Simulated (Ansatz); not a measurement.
# A series of single points on Sr

System: Sr (Immm, 1 atom in the cell).
Method: DFT r2SCAN, scalar-relativistic, plane waves, PAW, no spin polarisation (Ansatz 0.2.0).

The 6 runs differ only in the geometry, by a strain of the cell at fixed fractional positions. Against run 3, the strain is εxx = −0.93 η and εyy = η. The structure derives from an entry of the Crystallography Open Database.

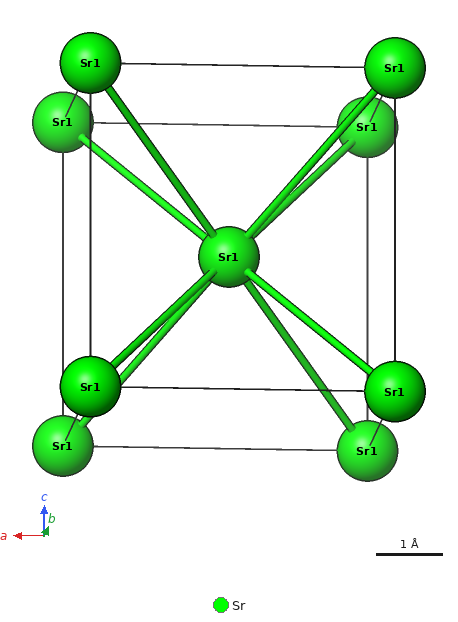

Figure 1. The structure of run 3 (ball-and-stick view of the cell 2 times as large as that of the calculation, set on its symmetry axes, seen at an oblique angle; atoms are numbered from 1 in the order of the input). An atom can appear more than once, as a periodic image.

**Input of run 3**
```yaml
crystal:
  lattice:
    - [-2.5159375, 2.3340625, 2.425]
    - [2.5159375, -2.3340625, 2.425]
    - [2.5159375, 2.3340625, -2.425]
  atoms:
    - { symbol: Sr, position: [0.0, 0.0, 0.0] }
basis:
  ecutwfc: 500
kpoints:
  mp_grid: { grid: [14, 14, 14] }
hamiltonian:
  xc: r2scan
scf:
  occupations: { method: gaussian, width: 0.15 }
output:
  forces: true
  stress: true
  eigenvalues: true
```

Command:
```bash
ansatz run input.yaml --threads 1 --pin off --max-ram 2560MiB --backend cpu --events-out ev --progress --plain --runs-dir out
```

Lattice vectors (Å) and fractional positions of run 3:
```
  -2.515938    2.334062    2.425000
   2.515938   -2.334062    2.425000
   2.515938    2.334062   -2.425000
Sr  0.000000  0.000000  0.000000
```

Run 4 differs from it as follows:
```diff
-    - [-2.5159375, 2.3340625, 2.425]
-    - [2.5159375, -2.3340625, 2.425]
-    - [2.5159375, 2.3340625, -2.425]
+    - [-2.485625, 2.364375, 2.425]
+    - [2.485625, -2.364375, 2.425]
+    - [2.485625, 2.364375, -2.425]
```

**Results, with one run withheld**

| run | strain parameter η (%) | free energy per atom, from the lowest run given (meV) | pressure (GPa) |
| --- | --- | --- | --- |
| 1 | −5.1948 | 3.51 | −0.02 |
| 2 | −2.5974 | 0.89 | −0.10 |
| 3 | 0.0000 | 0.07 | −0.16 |
| 4 | 1.2987 | ? | ? |
| 5 | 2.5974 | 0.00 | −0.19 |
| 6 | 14.2857 | 5.95 | 0.03 |

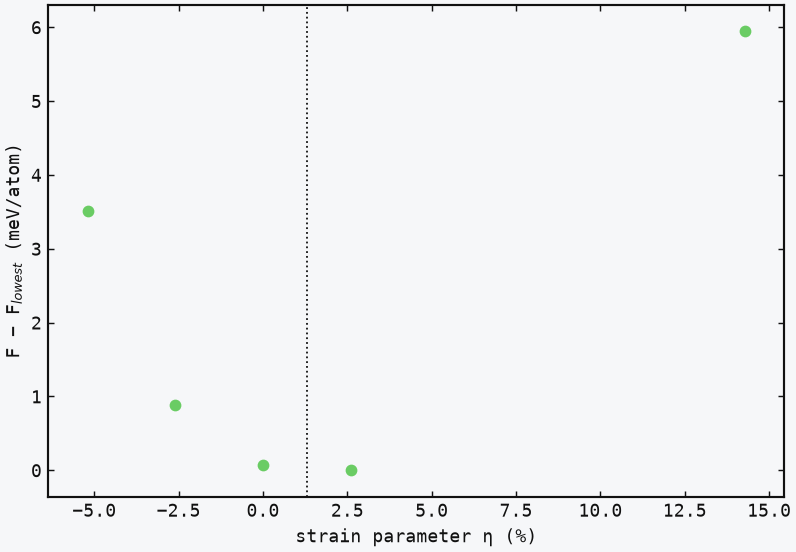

Figure 2. Free energy per atom of the runs given; the dotted line marks run 4.

Estimate the energy of run 4 from the others.

A cubic polynomial in the coordinate, fitted to the 5 runs given, misses them by at most 0.12 meV per atom. With x = η − 1.8182, it reads F = −0.080808 + 0.11468 x + 0.067471 x² − 0.0030381 x³ (meV per atom). At run 4 it gives −0.12 meV per atom, and the run itself gives 0.00. The fit has its minimum at η = 1.0122 %.

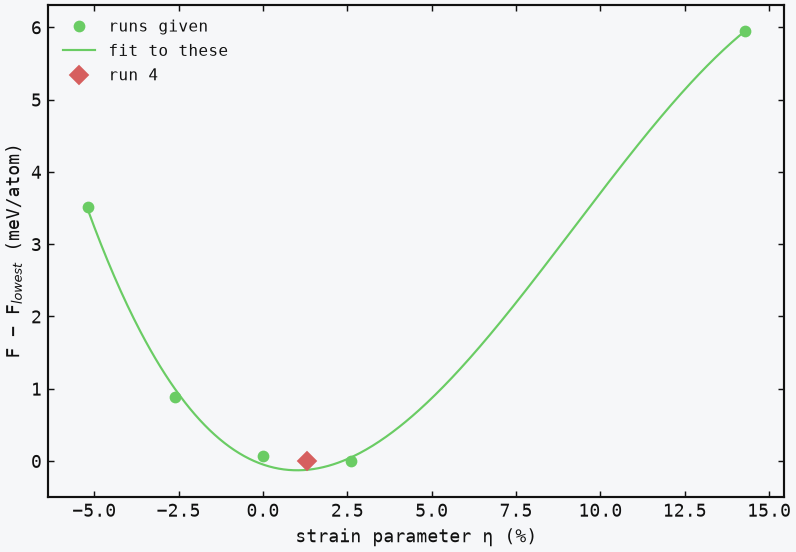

Figure 3. The fit and the withheld run.

**Output, shortened to warnings, some set-up lines, iterations and results (run 4)**
```
Basis set: ecut = 500 eV, 1473 PW (Γ), exchange–correlation on 128×128×128 points (64 copies of the dense FFT grid, shifted against one another)
Symmetry: 8 space group operations
k-points: 428 of 2744
Initial density: superposition of atomic densities (neutral atoms: chi_scale 0, normalization atom), corrected by the library's trained network
[...]
SCF iter   1: F=—  HF=-3555.086130 eV  |F-HF|=—  |Δ(HF+E_count)|=         —  Δρ=2.23e-3  dr2=3.35e-3  dr2_τ=2.04e-3  ethr=1.77e-3  ⟨swp⟩=6.4  Hψ=34889  notcnv=0
SCF iter   2: F=—  HF=-3555.109727 eV  |F-HF|=—  |Δ(HF+E_count)|=   2.36e-2  Δρ=1.73e-3  dr2=1.79e-3  dr2_τ=7.60e-5  ethr=3.35e-5  ⟨swp⟩=2.0  Hψ=11056  notcnv=0
SCF iter   3: F=—  HF=-3555.110340 eV  |F-HF|=—  |Δ(HF+E_count)|=   6.12e-4  Δρ=4.41e-4  dr2=1.81e-4  dr2_τ=5.78e-5  ethr=1.79e-5  ⟨swp⟩=2.4  Hψ=5990  notcnv=0
SCF iter   4: F=—  HF=-3555.110379 eV  |F-HF|=—  |Δ(HF+E_count)|=   3.96e-5  Δρ=2.27e-4  dr2=1.74e-5  dr2_τ=2.29e-6  ethr=1.81e-6  ⟨swp⟩=2.0  Hψ=5984  notcnv=0
SCF iter   5: F=—  HF=-3555.110380 eV  |F-HF|=—  |Δ(HF+E_count)|=   5.70e-7  Δρ=4.70e-5  dr2=6.15e-7  dr2_τ=1.27e-7  ethr=1.74e-7  ⟨swp⟩=2.1  Hψ=5603  notcnv=0
SCF iter   6: F=-3555.110380 eV  HF=-3555.110380 eV  |F-HF|=8.98e-8  |Δ(HF+E_count)|=   2.21e-7  Δρ=1.66e-5  dr2=6.97e-8  dr2_τ=3.40e-8  ethr=1.00e-9  ⟨swp⟩=8.2  Hψ=24055  …
SCF 1 converged in 6 iterations: F = -3555.110380 eV  dr2 = 6.97e-8
SCF converged after 6 iterations
Free energy (F): -3555.110380 eV
Harris-Foulkes:  -3555.110380 eV  (|F-HF|=8.98e-8)
Internal energy: -3555.093454 eV  (E = F + TS)
E sigma→0 (E₀):  -3555.101917 eV
Entropy (-TS):   -0.016926 eV (-16.926 meV/atom)
Fermi energy:    4.859381 eV
--- Per-component energies (eV) ---
  E_band       = -146.191198
  E_kinetic    = 241.643232
  E_local      = -779.702378  (includes V_loc(G=0)·N_el)
  E_nonlocal   = 202.038769
  E_hartree    = 198.098836
  E_xc         = -160.978135
  E_vxc        = -174.015364  (∫ρ·V_xc dr)
  E_paw        = -2715.709890  (= ΣΔE_a)
  E_vpaw       = -41.679657  (= ΣTr[D̂ρ^β])
  E_aug_tail   = -0.000001  (compensation charges beyond the density's cutoff)
  E_vtau       = 9.323848  (kinetic-family band-sum trace: ∫τ·v_τ [+ j·A + Jᵃ·Aᵃ] dr)
  E_ewald      = -540.337851
  E_core_change = -0.146037  (= ΣΔE_core)
  E_smearing   = -0.016926  (= −TS)
  E_closure    = 0.000000  (closes the sum)
  Σ components = -3555.110380   (vs F -3555.110380, Δ=0.00e0)
--- Forces (eV/Å), atoms counted from 1 ---
  atom   1  Sr     0.00000000     0.00000000    -0.00000000
  max |Σ_I F_I| component: 1.54e-33 eV/Å
--- Stress (GPa, compression-positive) ---
       -0.175044       0.000000       0.000000
        0.000000      -0.161722       0.000000
        0.000000       0.000000      -0.204588
  P = ⅓ Tr σ = -0.1805 GPa (-1.805 kbar)
```
